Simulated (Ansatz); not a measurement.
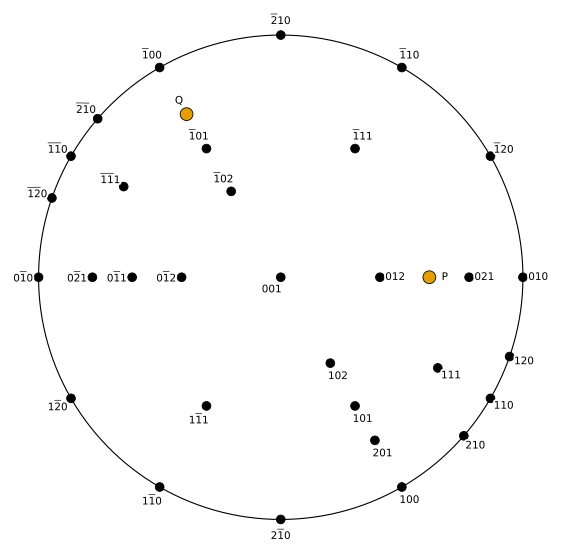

Crystal: GaAs, coordinates from a relaxation with Ansatz, DFT PBE, scalar-relativistic, plane waves, PAW; the starting structure was generated, so it need not be a known form of this composition. Stereographic projection of plane normals (upper hemisphere) centred on (0 0 1). Geometry calculated from the standardised cell; symmetry tolerance 0.002 Å.

a = 3.773 Å, b = 3.773 Å, c = 6.428 Å, α = 90.00°, β = 90.00°, γ = 120.00°.

Question: Index the poles marked P, Q.

Answer: P is (0 1 1), in four indices (0 1 −1 1), 63.1° from the centre; Q is (−2 0 1), in four indices (−2 0 2 1), 75.7° from the centre.

Question: What is the angle between the normals of (−2 1 0) and (1 −2 0), and what are their d_hkl = 1/|g|?

Answer: 120.0°; d = 1.886 Å and 1.886 Å.
